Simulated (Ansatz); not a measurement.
```
Mn Si
1.0
     4.47211    0.00000    0.00000
     0.00000    4.47211    0.00000
     0.00000    0.00000    4.47211
Mn Si
4 4
Cartesian
  0.6140 0.6140 0.6140
  3.8581 2.8500 1.6221
  1.6221 3.8581 2.8500
  2.8500 1.6221 3.8581
  3.7813 3.7813 3.7813
  0.6908 1.5453 2.9268
  2.9268 0.6908 1.5453
  1.5453 2.9268 0.6908
```

Space group P2₁3; a generated structure, not necessarily the stable one; changed on purpose from its base cell (volume × 0.97, shape and atoms relaxed); computed pressure about 7 GPa in this cell; spin-polarised.

All numbers below come from DFT PBE, scalar-relativistic, plane waves, PAW (Ansatz 0.2.0).

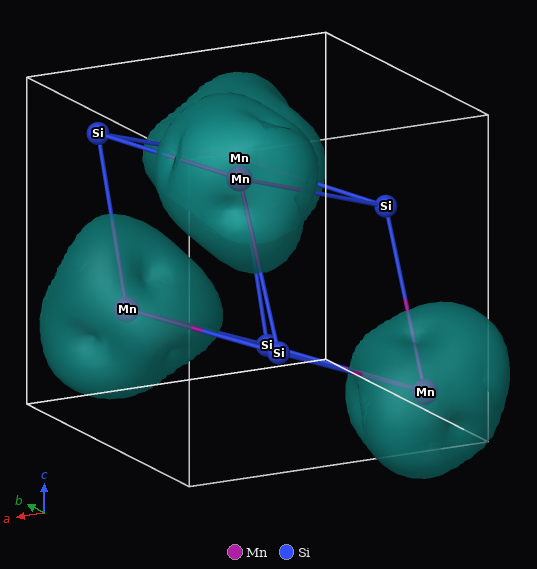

MnSi. Isosurface of the spin density at +0.02 e/Å³ (teal), seen at an oblique angle. Sticks mark near contacts.

In a PAW calculation such maps are meaningful between the atoms, not at the nuclei.

Q: Describe the spin distribution.

A: The spin density sits on Mn: +0.9 μB (×4) in one cell of 8 atoms: parallel main moments (a ferromagnetic arrangement) in this solution. The cell of the calculation (8 atoms) carries 3.8 μB of net spin moment.
